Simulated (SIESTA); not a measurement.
System: MoP, space group P-6m2 (No. 187).

Starting cell:
```cif
data_structure
_symmetry_space_group_name_H-M 'P 1'
_symmetry_Int_Tables_number 1
_cell_length_a 3.2230
_cell_length_b 3.2230
_cell_length_c 3.1910
_cell_angle_alpha 90.000
_cell_angle_beta 90.000
_cell_angle_gamma 120.000
_cell_volume 28.71
loop_
_atom_site_label
_atom_site_type_symbol
_atom_site_fract_x
_atom_site_fract_y
_atom_site_fract_z
_atom_site_occupancy
Mo1 Mo 0.00000 0.00000 0.00000 1
P1 P 0.33333 0.66667 0.50000 1
```

Method: DFT in numerical atomic orbitals with pseudopotentials, no spin polarisation; energies at scaled volumes of the given cell, shape and fractions fixed, counted from the fit's minimum, third-order Birch-Murnaghan fit (SIESTA 5.4.2). Level: LDA.

k mesh 10×10×8; occupations Fermi–Dirac; smearing width 0.05 eV; potentials PseudoDojo 0.4 standard, converted to PSML, two zetas on semicore shells; program settings basis DZP, mesh cutoff 800 Ry.

Describe the result: the energy against volume. The volume takes the values 13.49, 13.78, 14.07, 14.35, 14.64, 14.93, 15.21 Å³/atom.

A third-order Birch–Murnaghan fit gives V0 = 14.08 Å³/atom, B0 = 244 GPa and B′ = 4.4. The energy is 20.01 meV/atom at volume 13.49 Å³/atom and 60.99 meV/atom at 15.21 Å³/atom; the lowest computed point is at volume 14.07 Å³/atom (0.00 meV/atom).

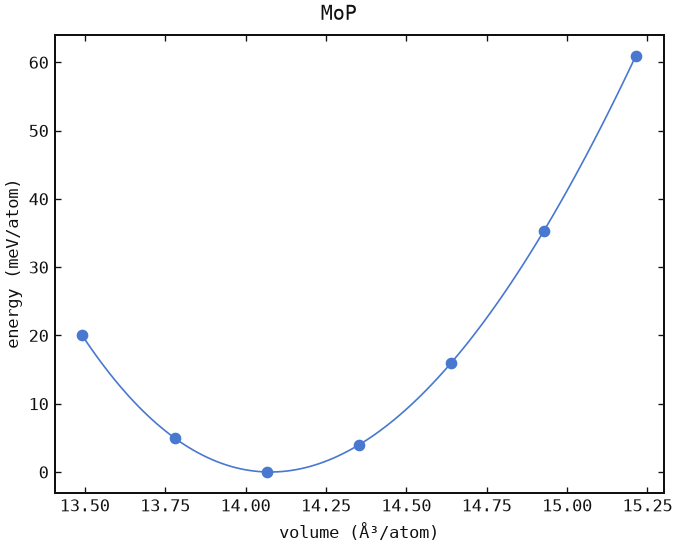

Note: mulliken charges of long orbitals; shape and atomic fractions are frozen while scaling, which makes layered, chain and framework solids too stiff.
